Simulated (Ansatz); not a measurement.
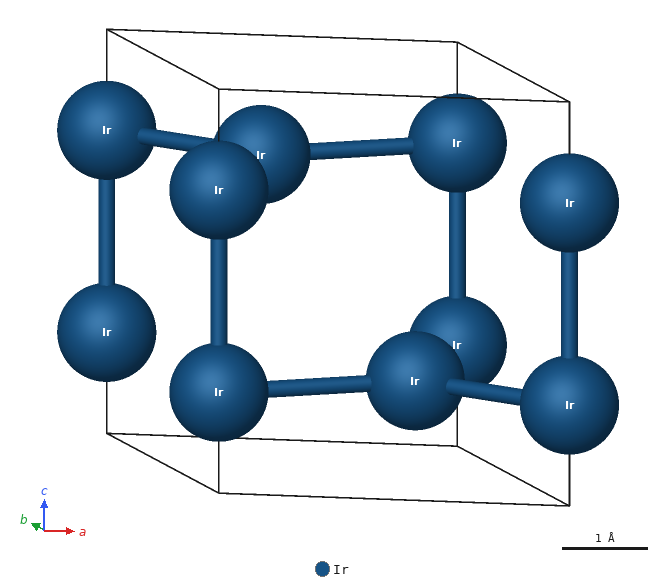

Drawn in the ball-and-stick manner and seen slightly off an axis. The wireframe shows the conventional unit cell.

### Determine the atoms per cell.

4 (iridium), counting shared atoms by their share.

### What lattice type does the structure have?

Primitive hexagonal.

### What is the Hermann-Mauguin symbol of the space group?

P6_3/mmc (No. 194), with Ir on 2b and Ir on 2d.

### What is the topology of the bonding, in broad terms?

The bonds build a three-dimensional framework.

The cell started as a textbook structure type filled with this element (whether it is the usual form wasn't checked). Atoms and cell were optimised with Ansatz 0.2.0, DFT r2SCAN, scalar-relativistic, plane waves, PAW.
